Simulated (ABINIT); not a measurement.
## Rpa calculation of MgS (part 3 of 4)

The same run, continued: MgS (F-43m, 2 atoms in the cell); Kohn-Sham DFT of a periodic cell, PBEsol, PseudoDojo NC SR PBEsol v0.4.1 standard, RPA, no spin polarisation (ABINIT 10.8.3); cutoff 1142.88 eV, 4×4×4 k-mesh, fixed occupations. The structure derives from a Materials Project entry.

Geometry of the input (Å; fractional positions):
```
0.0000  2.8264  2.8264
2.8264  0.0000  2.8264
2.8264  2.8264  0.0000
S  0.2500  0.2500  0.2500
Mg 0.0000  0.0000  0.0000
```

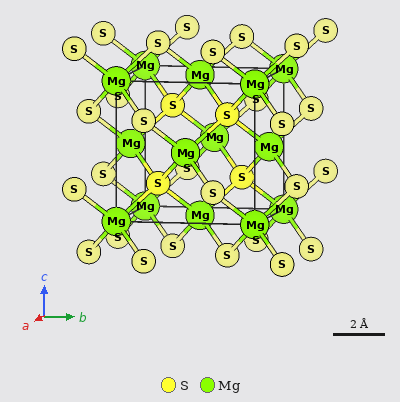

*The input geometry (ball-and-stick view of the cell 4 times as large as that of the calculation, set on its symmetry axes, seen slightly off an axis; neighbours outside the cell are drawn fainter). An atom can appear more than once, as a periodic image.*

Output, continued:
```
--------------------------------------------------------------------------------
  q-point number  1        q = ( 0.000000, 0.000000, 0.000000) [r.l.u.]
--------------------------------------------------------------------------------
 For q-point:  0.000010 0.000020 0.000030
  dielectric constant =   4.2643
  dielectric constant without local fields =   5.0324

  Average fulfillment of the sum rule on Im[epsilon] for q-point    1 :     55.15  [%]
--------------------------------------------------------------------------------
  q-point number  2        q = ( 0.250000, 0.000000, 0.000000) [r.l.u.]
--------------------------------------------------------------------------------
  Average fulfillment of the sum rule on Im[epsilon] for q-point    2 :     63.57  [%]

--------------------------------------------------------------------------------
  q-point number  3        q = ( 0.500000, 0.000000, 0.000000) [r.l.u.]
--------------------------------------------------------------------------------
  Average fulfillment of the sum rule on Im[epsilon] for q-point    3 :     60.28  [%]

--------------------------------------------------------------------------------
  q-point number  4        q = ( 0.250000, 0.250000, 0.000000) [r.l.u.]
--------------------------------------------------------------------------------
  Average fulfillment of the sum rule on Im[epsilon] for q-point    4 :     62.75  [%]

--------------------------------------------------------------------------------
  q-point number  5        q = ( 0.500000, 0.250000, 0.000000) [r.l.u.]
--------------------------------------------------------------------------------
  Average fulfillment of the sum rule on Im[epsilon] for q-point    5 :     60.16  [%]

--------------------------------------------------------------------------------
  q-point number  6        q = (-0.250000, 0.250000, 0.000000) [r.l.u.]
--------------------------------------------------------------------------------
  Average fulfillment of the sum rule on Im[epsilon] for q-point    6 :     60.78  [%]

--------------------------------------------------------------------------------
  q-point number  7        q = ( 0.500000, 0.500000, 0.000000) [r.l.u.]
--------------------------------------------------------------------------------
  Average fulfillment of the sum rule on Im[epsilon] for q-point    7 :     59.75  [%]

--------------------------------------------------------------------------------
  q-point number  8        q = (-0.250000, 0.500000, 0.250000) [r.l.u.]
--------------------------------------------------------------------------------
  Average fulfillment of the sum rule on Im[epsilon] for q-point    8 :     59.77  [%]

================================================================================
== DATASET  4 ==================================================================

--- !DatasetInfo
iteration_state: {dtset: 4, }
dimensions: {natom: 2, nkpt: 8, mband: 114, nsppol: 1, nspinor: 1, nspden: 1, mpw: 1837, }
cutoff_energies: {ecut:  25.0, pawecutdg:  -1.0, }
electrons: {nelect:   1.60000000E+01, charge:   0.00000000E+00, occopt:   1.00000000E+00, tsmear:   1.00000000E-02, }
meta: {optdriver: 3, gwcalctyp: 1, }
...

 mkfilename : getwfk/=0, take file _WFK from output of DATASET   2.

 SCREENING: Calculation of the susceptibility and dielectric matrices

 Based on a program developped by R.W. Godby, V. Olevano, G. Onida, and L. Reining.
 Incorporated in ABINIT by V. Olevano, G.-M. Rignanese, and M. Torrent.

 Real(R)+Recip(G) space primitive vectors, cartesian coordinates (Bohr,Bohr^-1):
 R(1)=  0.0000000  5.3410356  5.3410356  G(1)= -0.0936148  0.0936148  0.0936148
 R(2)=  5.3410356  0.0000000  5.3410356  G(2)=  0.0936148 -0.0936148  0.0936148
 R(3)=  5.3410356  5.3410356  0.0000000  G(3)=  0.0936148  0.0936148 -0.0936148
 Unit cell volume ucvol=  3.0472382E+02 bohr^3
 Angles (23,13,12)=  6.00000000E+01  6.00000000E+01  6.00000000E+01 degrees
--------------------------------------------------------------------------------

 ==== K-mesh for the wavefunctions ====
 Number of points in the irreducible wedge :     8
 Reduced coordinates and weights :

     1)     0.00000000E+00  0.00000000E+00  0.00000000E+00       0.01563
     2)     2.50000000E-01  0.00000000E+00  0.00000000E+00       0.12500
     3)     5.00000000E-01  0.00000000E+00  0.00000000E+00       0.06250
     4)     2.50000000E-01  2.50000000E-01  0.00000000E+00       0.09375
     5)     5.00000000E-01  2.50000000E-01  0.00000000E+00       0.37500
     6)    -2.50000000E-01  2.50000000E-01  0.00000000E+00       0.18750
     7)     5.00000000E-01  5.00000000E-01  0.00000000E+00       0.04688
     8)    -2.50000000E-01  5.00000000E-01  2.50000000E-01       0.09375

 Together with 24 symmetry operations and time-reversal symmetry
 yields    64 points in the full Brillouin Zone.

 ==== Q-mesh for the screening function ====
 Number of points in the irreducible wedge :     8
 Reduced coordinates and weights :

     1)     0.00000000E+00  0.00000000E+00  0.00000000E+00       0.01563
     2)     2.50000000E-01  0.00000000E+00  0.00000000E+00       0.12500
     3)     5.00000000E-01  0.00000000E+00  0.00000000E+00       0.06250
     4)     2.50000000E-01  2.50000000E-01  0.00000000E+00       0.09375
     5)     5.00000000E-01  2.50000000E-01  0.00000000E+00       0.37500
     6)    -2.50000000E-01  2.50000000E-01  0.00000000E+00       0.18750
     7)     5.00000000E-01  5.00000000E-01  0.00000000E+00       0.04688
     8)    -2.50000000E-01  5.00000000E-01  2.50000000E-01       0.09375

 Together with 24 symmetry operations and time-reversal symmetry
 yields    64 points in the full Brillouin Zone.

 setmesh: FFT mesh size selected  =    25x   25x   25
          total number of points  =        15625

 vcoul_init : cutoff-mode = AUXILIARY_FUNCTION
 q-points for optical limit:   1
     1)      0.000010    0.000020    0.000030

 Number of electrons calculated from density =   15.9947; Expected =   16.0000
 average of density, n =  0.052489
 r_s =    1.6568
 omega_plasma =   22.0999 [eV]

 calculating chi0 at frequencies [eV] :
  1    0.000000E+00    0.000000E+00
  2    0.000000E+00    1.343289E+03
  3    0.000000E+00    2.404413E+02
  4    0.000000E+00    8.749144E+01
  5    0.000000E+00    3.943701E+01
  6    0.000000E+00    1.877575E+01
  7    0.000000E+00    8.463223E+00
  8    0.000000E+00    3.079585E+00
  9    0.000000E+00    5.512287E-01

--------------------------------------------------------------------------------
  q-point number  1        q = ( 0.000000, 0.000000, 0.000000) [r.l.u.]
--------------------------------------------------------------------------------
 For q-point:  0.000010 0.000020 0.000030
  dielectric constant =   4.2689
  dielectric constant without local fields =   5.0354

  Average fulfillment of the sum rule on Im[epsilon] for q-point    1 :     65.36  [%]
--------------------------------------------------------------------------------
  q-point number  2        q = ( 0.250000, 0.000000, 0.000000) [r.l.u.]
--------------------------------------------------------------------------------
  Average fulfillment of the sum rule on Im[epsilon] for q-point    2 :     72.34  [%]

--------------------------------------------------------------------------------
  q-point number  3        q = ( 0.500000, 0.000000, 0.000000) [r.l.u.]
--------------------------------------------------------------------------------
  Average fulfillment of the sum rule on Im[epsilon] for q-point    3 :     69.53  [%]

--------------------------------------------------------------------------------
  q-point number  4        q = ( 0.250000, 0.250000, 0.000000) [r.l.u.]
--------------------------------------------------------------------------------
  Average fulfillment of the sum rule on Im[epsilon] for q-point    4 :     71.64  [%]

--------------------------------------------------------------------------------
  q-point number  5        q = ( 0.500000, 0.250000, 0.000000) [r.l.u.]
--------------------------------------------------------------------------------
  Average fulfillment of the sum rule on Im[epsilon] for q-point    5 :     69.43  [%]

--------------------------------------------------------------------------------
  q-point number  6        q = (-0.250000, 0.250000, 0.000000) [r.l.u.]
--------------------------------------------------------------------------------
  Average fulfillment of the sum rule on Im[epsilon] for q-point    6 :     69.96  [%]

--------------------------------------------------------------------------------
  q-point number  7        q = ( 0.500000, 0.500000, 0.000000) [r.l.u.]
--------------------------------------------------------------------------------
  Average fulfillment of the sum rule on Im[epsilon] for q-point    7 :     69.07  [%]

--------------------------------------------------------------------------------
  q-point number  8        q = (-0.250000, 0.500000, 0.250000) [r.l.u.]
--------------------------------------------------------------------------------
  Average fulfillment of the sum rule on Im[epsilon] for q-point    8 :     69.07  [%]

================================================================================
== DATASET  5 ==================================================================

--- !DatasetInfo
iteration_state: {dtset: 5, }
dimensions: {natom: 2, nkpt: 8, mband: 160, nsppol: 1, nspinor: 1, nspden: 1, mpw: 1837, }
cutoff_energies: {ecut:  25.0, pawecutdg:  -1.0, }
electrons: {nelect:   1.60000000E+01, charge:   0.00000000E+00, occopt:   1.00000000E+00, tsmear:   1.00000000E-02, }
meta: {optdriver: 3, gwcalctyp: 1, }
...

 mkfilename : getwfk/=0, take file _WFK from output of DATASET   2.

 SCREENING: Calculation of the susceptibility and dielectric matrices

 Based on a program developped by R.W. Godby, V. Olevano, G. Onida, and L. Reining.
 Incorporated in ABINIT by V. Olevano, G.-M. Rignanese, and M. Torrent.

 Real(R)+Recip(G) space primitive vectors, cartesian coordinates (Bohr,Bohr^-1):
 R(1)=  0.0000000  5.3410356  5.3410356  G(1)= -0.0936148  0.0936148  0.0936148
 R(2)=  5.3410356  0.0000000  5.3410356  G(2)=  0.0936148 -0.0936148  0.0936148
 R(3)=  5.3410356  5.3410356  0.0000000  G(3)=  0.0936148  0.0936148 -0.0936148
 Unit cell volume ucvol=  3.0472382E+02 bohr^3
 Angles (23,13,12)=  6.00000000E+01  6.00000000E+01  6.00000000E+01 degrees
--------------------------------------------------------------------------------

 ==== K-mesh for the wavefunctions ====
 Number of points in the irreducible wedge :     8
 Reduced coordinates and weights :

     1)     0.00000000E+00  0.00000000E+00  0.00000000E+00       0.01563
     2)     2.50000000E-01  0.00000000E+00  0.00000000E+00       0.12500
     3)     5.00000000E-01  0.00000000E+00  0.00000000E+00       0.06250
     4)     2.50000000E-01  2.50000000E-01  0.00000000E+00       0.09375
     5)     5.00000000E-01  2.50000000E-01  0.00000000E+00       0.37500
     6)    -2.50000000E-01  2.50000000E-01  0.00000000E+00       0.18750
     7)     5.00000000E-01  5.00000000E-01  0.00000000E+00       0.04688
     8)    -2.50000000E-01  5.00000000E-01  2.50000000E-01       0.09375

 Together with 24 symmetry operations and time-reversal symmetry
 yields    64 points in the full Brillouin Zone.

 ==== Q-mesh for the screening function ====
 Number of points in the irreducible wedge :     8
 Reduced coordinates and weights :

     1)     0.00000000E+00  0.00000000E+00  0.00000000E+00       0.01563
     2)     2.50000000E-01  0.00000000E+00  0.00000000E+00       0.12500
     3)     5.00000000E-01  0.00000000E+00  0.00000000E+00       0.06250
     4)     2.50000000E-01  2.50000000E-01  0.00000000E+00       0.09375
     5)     5.00000000E-01  2.50000000E-01  0.00000000E+00       0.37500
     6)    -2.50000000E-01  2.50000000E-01  0.00000000E+00       0.18750
     7)     5.00000000E-01  5.00000000E-01  0.00000000E+00       0.04688
     8)    -2.50000000E-01  5.00000000E-01  2.50000000E-01       0.09375

 Together with 24 symmetry operations and time-reversal symmetry
 yields    64 points in the full Brillouin Zone.

 setmesh: FFT mesh size selected  =    27x   27x   27
          total number of points  =        19683

 vcoul_init : cutoff-mode = AUXILIARY_FUNCTION
 q-points for optical limit:   1
     1)      0.000010    0.000020    0.000030

 Number of electrons calculated from density =   15.9947; Expected =   16.0000
 average of density, n =  0.052489
 r_s =    1.6568
 omega_plasma =   22.0999 [eV]

 calculating chi0 at frequencies [eV] :
  1    0.000000E+00    0.000000E+00
  2    0.000000E+00    1.343289E+03
  3    0.000000E+00    2.404413E+02
  4    0.000000E+00    8.749144E+01
  5    0.000000E+00    3.943701E+01
  6    0.000000E+00    1.877575E+01
  7    0.000000E+00    8.463223E+00
  8    0.000000E+00    3.079585E+00
  9    0.000000E+00    5.512287E-01

--------------------------------------------------------------------------------
  q-point number  1        q = ( 0.000000, 0.000000, 0.000000) [r.l.u.]
--------------------------------------------------------------------------------
 For q-point:  0.000010 0.000020 0.000030
  dielectric constant =   4.2709
  dielectric constant without local fields =   5.0371

  Average fulfillment of the sum rule on Im[epsilon] for q-point    1 :     73.30  [%]
--------------------------------------------------------------------------------
  q-point number  2        q = ( 0.250000, 0.000000, 0.000000) [r.l.u.]
--------------------------------------------------------------------------------
  Average fulfillment of the sum rule on Im[epsilon] for q-point    2 :     79.54  [%]

--------------------------------------------------------------------------------
  q-point number  3        q = ( 0.500000, 0.000000, 0.000000) [r.l.u.]
--------------------------------------------------------------------------------
  Average fulfillment of the sum rule on Im[epsilon] for q-point    3 :     76.99  [%]

--------------------------------------------------------------------------------
  q-point number  4        q = ( 0.250000, 0.250000, 0.000000) [r.l.u.]
--------------------------------------------------------------------------------
  Average fulfillment of the sum rule on Im[epsilon] for q-point    4 :     78.91  [%]
```
